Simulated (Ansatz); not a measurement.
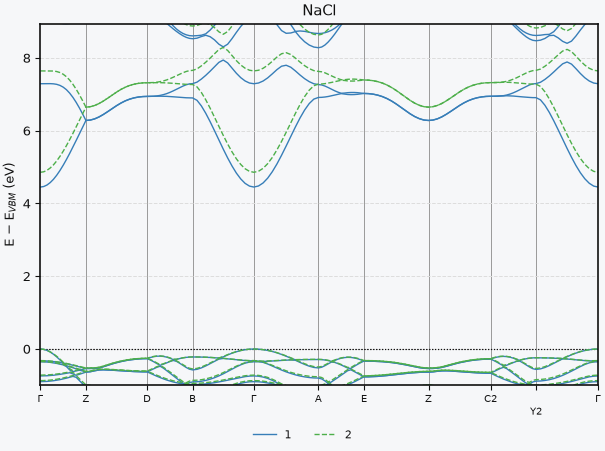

Band structures of NaCl, space group P2_1/m (No. 11), 4 atoms in the cell, by two methods on the same cell. Each is counted from its own valence-band top.

### Which curve is which? The methods: PBE+D3(BJ), LDA.

1 is LDA; 2 is PBE+D3(BJ). LDA gives a gap of 4.45 eV along the path and PBE+D3(BJ) gives a gap of 4.86 eV along the path.

Settings. LDA: DFT LDA, scalar-relativistic, plane waves, PAW, no spin polarisation, 6×4×6 k mesh, 420 eV cutoff, Gaussian smearing of 0.02 eV (Ansatz). PBE+D3(BJ): DFT PBE+D3(BJ), scalar-relativistic, plane waves, PAW, no spin polarisation, 6×4×6 k mesh, 420 eV cutoff, Gaussian smearing of 0.02 eV (Ansatz).

The structure is an invented one, so it need not be a known or stable phase.
